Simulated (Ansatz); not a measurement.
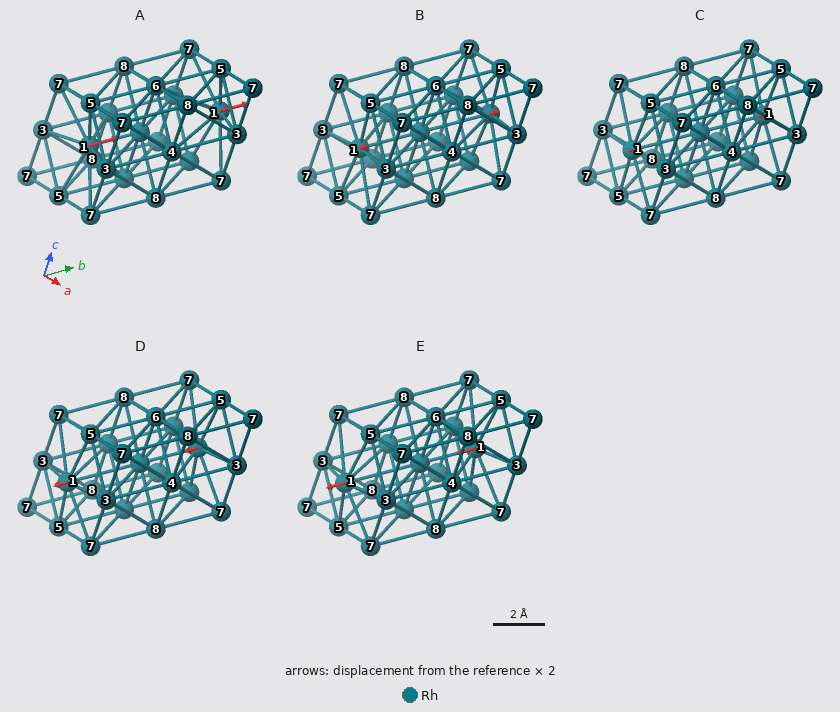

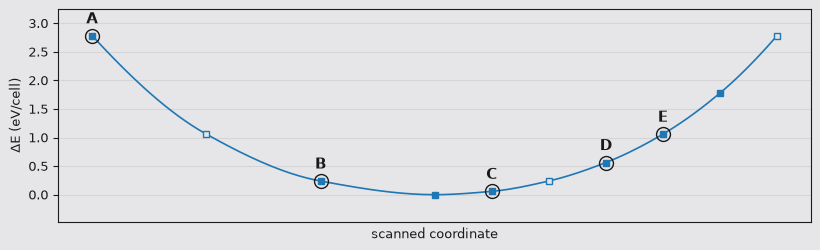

Frames of a one-coordinate scan of solid Rh (Fm-3m). Hollow markers are points alike by symmetry, not computed again. A ball-and-stick model of the cell of the calculation, seen slightly off an axis. Red arrows: displacements from the reference.

Theory: Ansatz 0.2.0, DFT PBEsol, scalar-relativistic, plane waves, PAW. (plane-wave cutoff 420 eV; k-point mesh 12 × 12 × 12; occupations gaussian; smearing width 0.15 eV; no spin polarisation). Energies (free energies at the smearing named) are counted from the cell as listed in its source, which wasn't relaxed.

Which coordinate changes from frame to frame?

Answer. A Rh atom (one in each cell of 8 atoms) is moved towards the nearest copy of atom 2 (Rh) at 2.689 Å, all else fixed. In the frames the displacement is −0.60 Å (A), −0.20 Å (B), 0.10 Å (C), 0.30 Å (D), 0.40 Å (E). Of the computed points the lowest is at the displacement 0.00 Å, 0.00 eV/cell. The end points stand at 2.78 eV/cell (−0.60 Å) and 2.78 eV/cell (0.60 Å). The curvature at zero is about 12 eV/Å². The well is symmetric. At the highest point the shortest interatomic distance is 2.09 Å, against 2.69 Å in the reference. The distortion takes the space group from Fm-3m to Imm2.
